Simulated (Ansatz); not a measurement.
# SiC (F-43m): G0W0 under other settings

A base run on SiC (F-43m), then changed inputs.

Main program and level: Ansatz 0.2.0; G0W0 on PBE, plane waves, PAW; PAW set soft_1.

## 1. Set-up

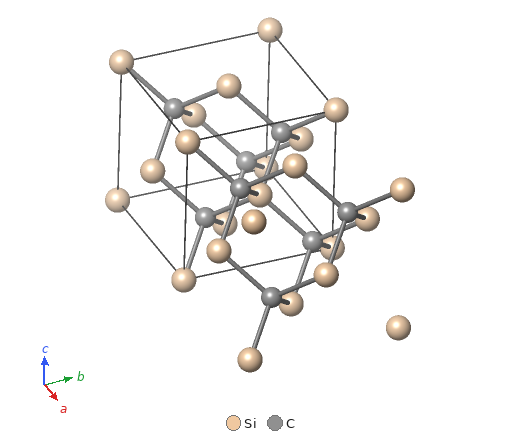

Start, viewed slightly off an axis; silicon light orange, carbon grey. 2×1×1 cells are drawn. This picture shows the conventional cell, with its axes. Bonds to atoms that aren't drawn are left out. Some periodic images of atoms are drawn too.

The cell and positions come from the Crystallography Open Database and are kept as given unless a step says otherwise.

## 2. The base run: 6×6×6 mesh, 46 empty bands, screening to 100 eV, PAW set soft_1 files

G0W0 replaces the xc potential by the self-energy, built once from these orbitals. Only a window of levels is corrected, while the sums run over the empty bands that the input names. This step takes PAW set soft_1 files.

input.yaml

```yaml
crystal:
  lattice:
    - [0.0, 2.179, 2.179]
    - [2.179, 0.0, 2.179]
    - [2.179, 2.179, 0.0]
  atoms:
    - { symbol: Si, position: [0.0, 0.0, 0.0] }
    - { symbol: C, position: [0.25, 0.25, 0.25] }
kpoints:
  mp_grid: { grid: [6, 6, 6] }
hamiltonian:
  xc: pbe
  pseudopotentials: { kind: paw, azcp: { folder: soft_1 } }
scf:
  occupations: { method: fixed }
gw:
  n_empty_bands: 46
  ecut_chi: 100
  qp_bands: [v2, c2]
  qp_kpoints: band_edges
  screening: { model: contour_deformation }
```

On the command line:

```console
ansatz run input.yaml --threads 3 --pin off --max-ram 92160MiB --backend cuda --events-out ev --progress --plain --runs-dir out --devices 1 --max-vram 13GiB
```

Numbers of over 12 decimals in the logs are rounded to 6 here.

Output:

```text
GPUs: using 1 of 1 available (devices: 1).
Engine: ansatz 0.2.0, x86_64-unknown-linux-gnu
Pseudopotentials: kind: paw
Pseudopotential: Si, paw, valence charge 4, recommended cutoff 420 eV (normal), soft_1/Si.paw.azcp
Pseudopotential: C, paw, valence charge 4, recommended cutoff 420 eV (normal), soft_1/C.paw.azcp
Functional definition: PBE
  parameter kappa = 0.804
  parameter beta = 0.066725
  exchange = pbe_x(kappa = kappa, mu = beta*pi^2/3)
  correlation = pbe_c(beta = beta)
device memory: the entry about to start is reckoned to put 0.4 GiB on a device that reports 26.6 GiB free (of which the cap on the GPU budget leaves the run 13.0 GiB)
GPU FFT provider: cuFFT
GPU libraries: cuBLAS 13.8.2, cuFFT 12.4.0, cuSOLVER 12.3.4
Crystal: 2 atoms, lattice volume = 20.692 Å³
Basis set: ecut = 420 eV, 411 PW (Γ)
Bands: 8, of which v1, the nominal top of the filled ones, is band 4 counted from 1 (3 counted from 0)
Symmetry: 24 space group operations
Space group: F-43m (ITA 216), of the structure as read, at distance tolerance 2.7e-5 Å
k-points: 16 of 216 (time reversal used)
Non-local potential: Si, projectors of the file, l = 0: 2, l = 1: 2, l = 2: 1
Non-local potential: C, projectors of the file, l = 0: 2, l = 1: 2, l = 2: 1
PAW form: soft (Blöchl's): semilocal exchange-correlation on the pseudo side does not see the compensation charge
PAW one-centre angular grid: Si, 110 points (default); XC on 64 Gauss nodes
PAW one-centre angular grid: C, 110 points (default); XC on 64 Gauss nodes
Initial density: superposition of atomic densities (chi_scale 0.1, normalization cell, long waves kept (reshape's long-wave potential 0.00 eV rms))
Initial wavefunctions: pseudopotential atomic-orbital guess
GPU buffer pool allocated for 13824 grid points (all kernels)
GPU transforms: local potential and band sums: pruned to the plane-wave sphere, on 24×24×24
Functional: x = pbe(κ = 0.804, μ = 0.219515), c = pbe(β = 0.066725)
SCF iter   1: F=—  HF=-888.653364 eV  |F-HF|=—  |Δ(HF+E_count)|=         —  Δρ=1.38e-1  dr2=4.86e0  ethr=3.10e-3  ⟨swp⟩=4.4  Hψ=888  notcnv=0  defer=13
preconditioner: auto → none  [insulator: Δε(μ)=3.270 eV  Ē_g=14.741 eV  n_scr=0 (ndim 8)  ℏωp=23.1 eV  f_vac=0.000  ε∞_Penn≈3.5]
SCF iter   2: F=—  HF=-887.227182 eV  |F-HF|=—  |Δ(HF+E_count)|=    1.43e0  Δρ=4.96e-2  dr2=3.17e-1  ethr=3.10e-3  ⟨swp⟩=3.1  Hψ=411  notcnv=0  defer=27
SCF iter   3: F=—  HF=-887.151105 eV  |F-HF|=—  |Δ(HF+E_count)|=   7.61e-2  Δρ=1.99e-2  dr2=4.25e-2  ethr=3.10e-3  ⟨swp⟩=2.2  Hψ=296  notcnv=0  defer=29
SCF iter   4: F=—  HF=-887.149012 eV  |F-HF|=—  |Δ(HF+E_count)|=   2.09e-3  Δρ=1.37e-3  dr2=2.29e-4  ethr=5.32e-4  ⟨swp⟩=2.0  Hψ=165  notcnv=0  defer=27
[...]
Fermi energy:    9.489145 eV
--- Per-component energies (eV) ---
  E_band       = 28.735875
  E_kinetic    = 133.424772
  E_local      = -95.486090  (includes V_loc(G=0)·N_el)
  E_nonlocal   = 45.139857
  E_hartree    = 31.872574
  E_xc         = -105.669112
  E_vxc        = -108.696595  (∫ρ·V_xc dr)
  E_paw        = -611.647398  (= ΣΔE_a)
  E_vpaw       = -9.391346  (= ΣTr[D̂ρ^β])
  E_aug_tail   = 0.000051  (compensation charges beyond the density's cutoff)
  E_ewald      = -284.783780
  E_smearing   = -0.000000  (= −TS)
  E_closure    = 0.000000  (closes the sum)
  Σ components = -887.149127   (vs F -887.149127, Δ=0.00e0)
--- Band table (eV; the first three rows and the last of 16) ---
  k-point 0: bands = ["-5.9221", "9.4891", "9.4891", "9.4891", "15.6930", "16.7886", "16.7886", "16.7886"]
  k-point 1: bands = ["-5.3830", "7.1159", "9.1585", "9.1585", "15.8151", "17.3056", "17.3056", "17.8244"]
  k-point 2: bands = ["-3.8563", "3.3083", "8.6431", "8.6431", "15.1622", "17.1257", "17.1257", "19.3876"]
  k-point 15: bands = ["-0.7324", "2.1931", "4.9772", "5.1011", "13.4777", "16.5775", "20.3024", "21.6860"]
--- G₀W₀: contour deformation, 6 samples at zero and on the imaginary axis and 2 off it, 216 q-points, 46 empty bands' worth ---
  eigenvalues of the whole cell's RPA ε∞ on this k-mesh (on a slab, of 1 + 4πα/V) = 7.1454, 7.1454, 7.1454; static W/v taken at q = 0 is 0.139950
  gw.qp_kpoints: band_edges: 9 of 16 stored k-points solved, in 1 pass; an edge of the gap read off the rows below is read off those points alone
    valence top: of the k-points left out ik 7 came nearest to being solved in a further pass, in band 4 (counted from 1, as in the quasiparticle table): it holds the edge there only if its correction is more favourable than any solved in that band by at least 1.154 eV; those differ by 0.281 eV
    conduction bottom: of the k-points left out ik 10 came nearest to being solved in a further pass, in band 5 (counted from 1, as in the quasiparticle table): it holds the edge there only if its correction is more favourable than any solved in that band by at least 1.371 eV; those differ by 0.400 eV
    ik  band        ε_KS         Σx   Σc(E_QP)       V_xc       Z   E_QP_lin       E_QP  E_QP is
     0     3      9.4891   -18.3527     2.2609   -15.7344  0.7917     9.1309     9.1318  root
     0     4      9.4891   -18.3527     2.2609   -15.7344  0.7917     9.1309     9.1318  root
     0     5     15.6930    -9.6381    -5.0860   -15.4326  0.7840    16.4067    16.4014  root
     0     6     16.7886    -8.1316    -5.0616   -13.9299  0.7981    17.5305    17.5254  root
     1     3      9.1585   -18.3804     2.3327   -15.6576  0.7905     8.7673     8.7684  root
     1     4      9.1585   -18.3804     2.3327   -15.6576  0.7905     8.7673     8.7684  root
     1     5     15.8151    -8.8643    -4.9666   -14.5193  0.7945    16.5076    16.5034  root
     1     6     17.3056    -7.9376    -5.2435   -13.9387  0.7925    18.0691    18.0633  root
[...]
12     3      6.2963   -18.5762     3.1538   -14.7839  0.7718     5.6528     5.6578  root
    12     4      6.2963   -18.5762     3.1538   -14.7839  0.7718     5.6528     5.6578  root
    12     5     10.8430    -7.1456    -3.8837   -11.3561  0.8184    11.1705    11.1699  root
    12     6     13.8105    -7.4546    -4.3633   -12.3389  0.8207    14.3332    14.3315  root
[key lines of the parts left out:]
SCF converged after 7 iterations
Free energy (F): -887.149127 eV
```

Wall time 13 s (1 × NVIDIA H100 80GB HBM3 (shared by 6 runs) with 3 threads of AMD EPYC 7R13 (Zen 3), shared host); peak memory 0.97 GiB.

Reading the cycles: dr2 is the Hartree energy of the density residual (eV), the measure of convergence; HF is the Harris–Foulkes estimate of the energy, which meets the free energy F at convergence.

This step gave:

| Item | Value |
| --- | --- |
| bands summed | 50 |
| RPA ε∞ on this mesh (eigenvalues) | 7.145, 7.145, 7.145 |
| plane waves in the screening matrix | 59 |
| q-points in the mesh | 216 |
| G0W0 gap on the mesh | 2.038 eV |
| k of the valence top | 0, 0, 0 |
| k of the conduction bottom | 0, -0.5, -0.5 |
| starting gap on the mesh | 1.354 eV |
| Z at the valence top | 0.7917 |
| Z at the conduction bottom | 0.8184 |
| least direct G0W0 gap on the computed points | 5.512 eV |

The gap on the mesh goes from 1.35 eV to 2.04 eV, a correction of +0.68 eV. Between the two edge states, bare exchange in place of the xc potential would open the gap by 6.83 eV, and correlation takes back 6.14 eV.

## 3. Variant: coarser q mesh

input.yaml, as its differences from that of step 2:

```diff
@@ -21 +21,2 @@
   screening: { model: contour_deformation }
+  q_mesh: [3, 3, 3]
```

Output:

```text
GPUs: using 1 of 1 available (devices: 1).
[...]
GPU FFT provider: cuFFT
GPU libraries: cuBLAS 13.8.2, cuFFT 12.4.0, cuSOLVER 12.3.4
Crystal: 2 atoms, lattice volume = 20.692 Å³
Basis set: ecut = 420 eV, 411 PW (Γ)
Bands: 8, of which v1, the nominal top of the filled ones, is band 4 counted from 1 (3 counted from 0)
[... 1 set-up line as in the run before ...]
[...]
k-points: 16 of 216 (time reversal used)
[...]
GPU buffer pool allocated for 13824 grid points (all kernels)
[...]
SCF iter   1: F=—  HF=-888.653364 eV  |F-HF|=—  |Δ(HF+E_count)|=         —  Δρ=1.38e-1  dr2=4.86e0  ethr=3.10e-3  ⟨swp⟩=4.4  Hψ=888  notcnv=0  defer=13
[...]
SCF iter   7: F=-887.149127 eV  HF=-887.149127 eV  |F-HF|=9.14e-10  |Δ(HF+E_count)|=   2.71e-8  Δρ=4.10e-6  dr2=1.75e-9  ethr=1.25e-9  ⟨swp⟩=2.0  Hψ=256  notcnv=0
SCF 1 converged in 7 iterations: F = -887.149127 eV  dr2 = 1.75e-9
[...]
NSCF: frozen V_eff on 16 k-points, pencils in batches of 32, up to order 32
[...]
NSCF: frozen V_eff on 16 k-points
G₀W₀ screening: q 1/4
[... further progress lines ...]
[...]
SCF converged after 7 iterations
Free energy (F): -887.149127 eV
[...]
Internal energy: -887.149127 eV  (E = F + TS)
E sigma→0 (E₀):  -887.149127 eV
Fermi energy:    9.489145 eV
[...]
--- Band table (eV; the first three rows and the last of 16) ---
[...]
0     3      9.4891   -18.9783     2.7939   -15.7344  0.7854     9.0376     9.0392  root
     0     4      9.4891   -18.9783     2.7939   -15.7344  0.7854     9.0376     9.0392  root
     0     5     15.6930    -9.2315    -5.4910   -15.4326  0.7732    16.4092    16.4031  root
     0     6     16.7886    -7.8543    -5.3268   -13.9299  0.7916    17.5419    17.5375  root
     1     3      9.1585   -18.8738     2.7681   -15.6576  0.7853     8.7088     8.7104  root
     1     4      9.1585   -18.8738     2.7681   -15.6576  0.7853     8.7088     8.7104  root
     1     5     15.8151    -8.4402    -5.3529   -14.5193  0.7854    16.5456    16.5412  root
     1     6     17.3056    -7.8028    -5.3890   -13.9387  0.7905    18.0588    18.0526  root
[...]
12     3      6.2963   -19.0277     3.5600   -14.7839  0.7669     5.6065     5.6125  root
    12     4      6.2963   -19.0277     3.5600   -14.7839  0.7669     5.6065     5.6125  root
    12     5     10.8430    -6.7400    -4.2853   -11.3561  0.8112    11.1746    11.1739  root
    12     6     13.8105    -7.0968    -4.7078   -12.3389  0.8135    14.3469    14.3448  root
```

Wall time 11 s (1 × NVIDIA H100 80GB HBM3 (shared by 6 runs) with 3 threads); peak memory 0.96 GiB; 3.9 s of CPU time.

Against the base:

| setting | base | variant |
| --- | --- | --- |
| q mesh | - | [3, 3, 3] |

| quantity | variant | base |
| --- | --- | --- |
| starting gap on the mesh | 1.354 | 1.354 |
| G0W0 gap on the mesh | 2.135 | 2.038 |
| least direct G0W0 gap on the computed points | 5.561 | 5.512 |
| Z at the valence top | 0.785 | 0.792 |
| Z at the conduction bottom | 0.811 | 0.818 |

## 4. Variant: guard bands

input.yaml, as its differences from that of step 3:

```diff
@@ -16,4 +16,4 @@
 gw:
-  n_empty_bands: 46
-  ecut_chi: 100
+  n_empty_bands: 33
+  ecut_chi: 80
   qp_bands: [v2, c2]
@@ -21,2 +21,2 @@
   screening: { model: contour_deformation }
-  q_mesh: [3, 3, 3]
+  n_guard_bands: 12
```

Output:

```text
GPUs: using 1 of 1 available (devices: 1).
[...]
GPU FFT provider: cuFFT
GPU libraries: cuBLAS 13.8.2, cuFFT 12.4.0, cuSOLVER 12.3.4
Crystal: 2 atoms, lattice volume = 20.692 Å³
Basis set: ecut = 420 eV, 411 PW (Γ)
Bands: 8, of which v1, the nominal top of the filled ones, is band 4 counted from 1 (3 counted from 0)
[... 1 set-up line as in the run before ...]
[...]
k-points: 16 of 216 (time reversal used)
[...]
GPU buffer pool allocated for 13824 grid points (all kernels)
[...]
SCF iter   1: F=—  HF=-888.653364 eV  |F-HF|=—  |Δ(HF+E_count)|=         —  Δρ=1.38e-1  dr2=4.86e0  ethr=3.10e-3  ⟨swp⟩=4.4  Hψ=888  notcnv=0  defer=13
[...]
SCF iter   7: F=-887.149127 eV  HF=-887.149127 eV  |F-HF|=9.14e-10  |Δ(HF+E_count)|=   2.71e-8  Δρ=4.10e-6  dr2=1.75e-9  ethr=1.25e-9  ⟨swp⟩=2.0  Hψ=256  notcnv=0
SCF 1 converged in 7 iterations: F = -887.149127 eV  dr2 = 1.75e-9
[...]
G₀W₀ screening: q 1/16
[... further progress lines ...]
[...]
SCF converged after 7 iterations
Free energy (F): -887.149127 eV
[...]
Internal energy: -887.149127 eV  (E = F + TS)
E sigma→0 (E₀):  -887.149127 eV
Fermi energy:    9.489145 eV
[...]
--- Band table (eV; the first three rows and the last of 16) ---
[...]
bands read: the sum over 37 bands ends inside a degenerate multiplet in 2 slots, whose members it reads at an even weight; the widest, k=1: bands 37 to 38 (counted from 1) at 1/2 each
[...]
0     3      9.4891   -18.3527     2.4301   -15.7344  0.7937     9.3008     9.3011  root
     0     4      9.4891   -18.3527     2.4301   -15.7344  0.7937     9.3008     9.3011  root
     0     5     15.6930    -9.6381    -4.9579   -15.4326  0.7861    16.5369    16.5295  root
     0     6     16.7886    -8.1316    -4.9434   -13.9299  0.7991    17.6506    17.6436  root
     1     3      9.1585   -18.3804     2.4967   -15.6576  0.7925     8.9320     8.9323  root
     1     4      9.1585   -18.3804     2.4967   -15.6576  0.7925     8.9320     8.9323  root
     1     5     15.8151    -8.8643    -4.8463   -14.5193  0.7960    16.6296    16.6237  root
     1     6     17.3056    -7.9376    -5.1222   -13.9387  0.7937    18.1926    18.1846  root
[...]
12     3      6.2963   -18.5762     3.2822   -14.7839  0.7732     5.7831     5.7862  root
    12     4      6.2963   -18.5762     3.2822   -14.7839  0.7732     5.7831     5.7862  root
    12     5     10.8430    -7.1456    -3.8003   -11.3561  0.8192    11.2542    11.2533  root
    12     6     13.8105    -7.4546    -4.2615   -12.3389  0.8215    14.4358    14.4333  root
```

It took 12 s on 1 × NVIDIA H100 80GB HBM3 (shared by 6 runs) with 3 threads; peak memory 0.96 GiB.

The G0W0 gap on the mesh is 1.952 eV.

Against the base:

```csv
setting,base,variant
empty bands,46,33
screening cutoff (eV),100,80
n guard bands,-,12
```

```
                                    quantity  variant   base
                    starting gap on the mesh    1.354  1.354
                        G0W0 gap on the mesh    1.952  2.038
least direct G0W0 gap on the computed points    5.467  5.512
                        Z at the valence top    0.794  0.792
                  Z at the conduction bottom    0.819  0.818
```

## 5. Results

```yaml
base: 2.04 eV, 13 s
coarser_q_mesh: 2.13 eV, 11 s
guard_bands: 1.95 eV, 12 s
```

**Reading.** Coarser q mesh: the gap moves by +0.10 eV; such settings are too crude to quote. Guard bands: the gap moves by −0.09 eV. The variant differs from the base in empty bands, screening cutoff and n guard bands together, so the change can't be laid to one of them. All runs here use a coarse mesh and modest cutoffs; they test settings and are not final values.

[Paths, hosts, dates, memory and timing lines, banners, echoed tables and standing remarks are left out of the program output.]

[Logs are printed without paths, hosts, clocks, repeated set-up lines and the standing remarks that a program may print on its own settings, such as how far it seeks lower states.]

[Runs of the session that timed out or met a known fault of the program may be left out.]

[Cells called generated may have been cut or substituted from an entry of the Crystallography Open Database or the Materials Project.]

[Hosts, paths, dates, database ids (printed as entryN), source tags and the programs' standing remarks are cut or masked in the printed files.]
